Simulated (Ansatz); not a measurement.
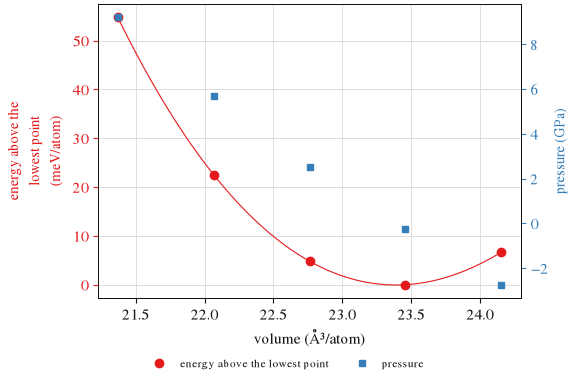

Computed with Ansatz 0.2.0 development build: equation of state of a cubic crystal from periodic Kohn-Sham density functional theory without spin, third-order Birch-Murnaghan fit to the free energies; pressure corrected for the finite basis. Level: r2SCAN.

- structure type: fcc
- atoms in cell: 1
- space group number: 225
- lattice centring: face-centred primitive
- k mesh: 13×13×13
- occupation method: Fermi–Dirac
- occupation width: 0.1 eV
- wave cutoff: 500 eV
- datasets: soft-1 PAW
- density tolerance: 1e−07 eV
- bands: 10
- density cutoff ratio: 4
- search for lower states: default

**Figure.** Energy above the lowest point and pressure against volume for Zr, space group Fm-3m (No. 225) (one of a set of cubic test structures, which need not be the stable phase).

A third-order Birch–Murnaghan fit gives V0 = 23.39 Å³/atom, B0 = 89.7 GPa. The energy above the lowest point is 54.8 meV/atom at volume 21.37 Å³/atom and 6.7 meV/atom at 24.16 Å³/atom; the lowest computed point is at volume 23.46 Å³/atom (0.0 meV/atom), and no other minimum shows among the points. The pressure falls from 9.2 GPa at volume 21.37 Å³/atom to −2.8 GPa at 24.16 Å³/atom, and changes sign near 23.39 Å³/atom.

Note: cubic model structure, not the ambient form.

One of the inputs:
```
crystal:
  lattice:
    - [0.0, 2.24937209093, 2.24937209093]
    - [2.24937209093, 0.0, 2.24937209093]
    - [2.24937209093, 2.24937209093, 0.0]
  atoms:
    - { symbol: Zr, position: [0, 0, 0] }
kpoints:
  mp_grid: { grid: [13, 13, 13] }
hamiltonian:
  xc: r2scan
  pseudopotentials: { kind: paw }
scf:
  occupations: { method: fermi_dirac, width: 0.1 }
output:
  forces: true
  stress: true
```

Command:
```bash
ansatz run input.yaml --threads 1
```
